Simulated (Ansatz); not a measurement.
## MoTe2: 5 runs along one coordinate

System: MoTe2 (6 atoms in the cell).
Method: DFT r2SCAN, scalar-relativistic, plane waves, PAW, no spin polarisation (Ansatz 0.2.0).

The 5 runs differ only in the geometry, by a strain of the cell at fixed fractional positions. Against run 3, the strain is εzz = η. The structure derives from an entry of the Crystallography Open Database.

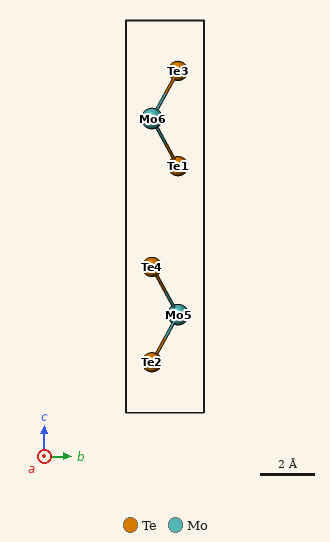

Figure 1. The structure of run 3 (ball-and-stick view of the cell of the calculation, along the a axis; atoms are numbered from 1 in the order of the input). An atom can appear more than once, as a periodic image.

## Input of run 3
```yaml
crystal:
  lattice:
    - [3.3853679563, 0.0, 0.0]
    - [-1.6926839782, 2.9318146513, 0.0]
    - [0.0, 0.0, 14.7262210532]
  atoms:
    - { symbol: Te, position: [0.3333333333, 0.6666666667, 0.628483955] }
    - { symbol: Te, position: [0.6666666667, 0.3333333333, 0.128483955] }
    - { symbol: Te, position: [0.3333333333, 0.6666666667, 0.871516045] }
    - { symbol: Te, position: [0.6666666667, 0.3333333333, 0.371516045] }
    - { symbol: Mo, position: [0.3333333333, 0.6666666667, 0.25] }
    - { symbol: Mo, position: [0.6666666667, 0.3333333333, 0.75] }
basis:
  ecutwfc: 500
kpoints:
  mp_grid: { grid: [12, 12, 2] }
hamiltonian:
  xc: r2scan
scf:
  occupations: { method: gaussian, width: 0.05 }
output:
  forces: true
  stress: true
  eigenvalues: true
```

Command:
```bash
ansatz run input.yaml --threads 2 --pin off --max-ram 5120MiB --backend cpu --events-out ev --progress --plain --runs-dir out
```

Run 2 differs from it as follows:
```diff
-    - [0.0, 0.0, 14.7262210532]
+    - [0.0, 0.0, 14.3580655269]
```

## Results, with one run withheld

| run | strain parameter η (%) | free energy per atom, from the lowest run given (meV) | pressure (GPa) | gap on the mesh (eV) |
| --- | --- | --- | --- | --- |
| 1 | −5.0000 | 140.30 | 20.13 | 1.10 |
| 2 | −2.5000 | ? | ? | ? |
| 3 | 0.0000 | 22.16 | 11.10 | 1.04 |
| 4 | 2.5000 | 0.52 | 7.45 | 0.96 |
| 5 | 5.0000 | 0.00 | 4.28 | 0.84 |

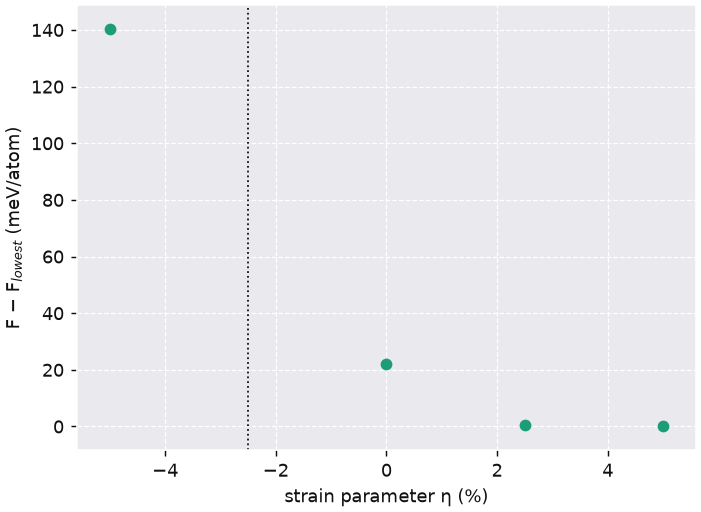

Figure 2. Free energy per atom of the runs given; the dotted line marks run 2.

What should run 2 give?

A quadratic polynomial in the coordinate, fitted to the 4 runs given, misses them by at most 0.84 meV per atom. With x = η − 0.6250, it reads F = 14.786 − 11.615 x + 1.8987 x² (meV per atom). At run 2 it gives 69.62 meV per atom, and the run itself gives 67.73. The fit has its minimum at η = 3.6837 %. The miss comes from the order of the polynomial or from scatter in that run; these data can't tell which. The gap on the mesh lies between 0.84 eV (run 5) and 1.14 eV (run 2); run 2 has 1.14 eV. These are gaps of this functional on this mesh, which can miss the band edges; they aren't the measured gap.

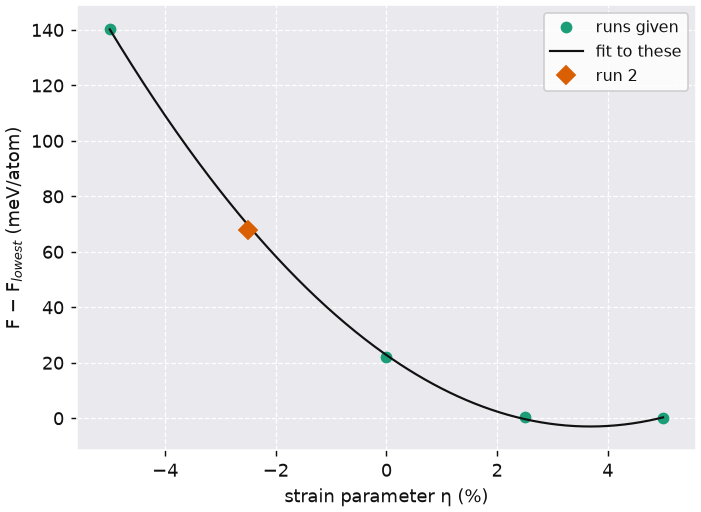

Figure 3. The fit and the withheld run.

## Output, shortened to warnings, some set-up lines, iterations and results (run 2)
```
Basis set: ecut = 500 eV, 3629 PW (Γ), exchange–correlation on 100×100×432 points (64 copies of the dense FFT grid, shifted against one another)
Symmetry: 24 space group operations
k-points: 38 of 288
Initial density: superposition of atomic densities (neutral atoms: chi_scale 0, normalization atom), corrected by the library's trained network
[...]
SCF iter   1: F=—  HF=-37915.376685 eV  |F-HF|=—  |Δ(HF+E_count)|=         —  Δρ=7.05e-3  dr2=5.41e-2  dr2_τ=3.98e-2  ethr=1.77e-3  ⟨swp⟩=7.7  Hψ=8418  notcnv=0  defer=1
SCF iter   2: F=—  HF=-37915.468957 eV  |F-HF|=—  |Δ(HF+E_count)|=   9.23e-2  Δρ=3.78e-3  dr2=1.24e-2  dr2_τ=2.60e-3  ethr=5.88e-5  ⟨swp⟩=2.2  Hψ=3643  notcnv=0  defer=119
SCF iter   3: F=—  HF=-37915.474576 eV  |F-HF|=—  |Δ(HF+E_count)|=   5.62e-3  Δρ=2.25e-3  dr2=3.10e-3  dr2_τ=2.74e-4  ethr=1.35e-5  ⟨swp⟩=2.1  Hψ=2423  notcnv=0  defer=43
SCF iter   4: F=—  HF=-37915.478202 eV  |F-HF|=—  |Δ(HF+E_count)|=   3.63e-3  Δρ=2.53e-4  dr2=8.24e-5  dr2_τ=5.59e-6  ethr=3.37e-6  ⟨swp⟩=2.0  Hψ=2921  notcnv=0  defer=43
SCF iter   5: F=—  HF=-37915.478348 eV  |F-HF|=—  |Δ(HF+E_count)|=   1.46e-4  Δρ=7.49e-5  dr2=7.93e-6  dr2_τ=2.50e-7  ethr=8.96e-8  ⟨swp⟩=2.0  Hψ=2693  notcnv=0  defer=43
SCF iter   6: F=—  HF=-37915.478358 eV  |F-HF|=—  |Δ(HF+E_count)|=   9.45e-6  Δρ=1.76e-5  dr2=2.99e-7  dr2_τ=2.37e-8  ethr=8.62e-9  ⟨swp⟩=2.0  Hψ=2693  notcnv=0  defer=43
SCF iter   7: F=-37915.478358 eV  HF=-37915.478358 eV  |F-HF|=1.19e-8  |Δ(HF+E_count)|=   4.17e-7  Δρ=3.39e-6  dr2=1.31e-8  dr2_τ=6.11e-10  ethr=1.09e-10  ⟨swp⟩=8.5  Hψ=8529  …
SCF 1 converged in 7 iterations: F = -37915.478358 eV  dr2 = 1.31e-8
SCF converged after 7 iterations
Free energy (F): -37915.478358 eV
Harris-Foulkes:  -37915.478358 eV  (|F-HF|=1.19e-8)
Internal energy: -37915.478358 eV  (E = F + TS)
E sigma→0 (E₀):  -37915.478358 eV
Fermi energy:    13.646269 eV
--- Per-component energies (eV) ---
  E_band       = -1151.522311
  E_kinetic    = 1623.769940
  E_local      = -8069.190520  (includes V_loc(G=0)·N_el)
  E_nonlocal   = -951.789606
  E_hartree    = 4507.104802
  E_xc         = -825.929253
  E_vxc        = -970.812663  (∫ρ·V_xc dr)
  E_paw        = -25183.680359  (= ΣΔE_a)
  E_vpaw       = -1859.327239  (= ΣTr[D̂ρ^β])
  E_aug_tail   = -0.000126  (compensation charges beyond the density's cutoff)
  E_vtau       = 61.620264  (kinetic-family band-sum trace: ∫τ·v_τ [+ j·A + Jᵃ·Aᵃ] dr)
  E_ewald      = -9016.460250
  E_core_change = 0.697015  (= ΣΔE_core)
  E_smearing   = -0.000000  (= −TS)
  E_closure    = 0.000000  (closes the sum)
  Σ components = -37915.478358   (vs F -37915.478358, Δ=0.00e0)
--- Forces (eV/Å), atoms counted from 1 ---
  atom   1  Te    -0.00000000    -0.00000000    -1.85673788
  atom   2  Te     0.00000000     0.00000000    -1.85673788
  atom   3  Te     0.00000000    -0.00000000     1.85673788
  atom   4  Te     0.00000000     0.00000000     1.85673788
  atom   5  Mo    -0.00000000    -0.00000000     0.00000000
  atom   6  Mo     0.00000000     0.00000000     0.00000000
  max |Σ_I F_I| component: 2.22e-16 eV/Å
--- Stress (GPa, compression-positive) ---
       15.255976      -0.000000       0.000000
       -0.000000      15.255976       0.000000
        0.000000       0.000000      15.398366
  P = ⅓ Tr σ = 15.3034 GPa (153.034 kbar)
```
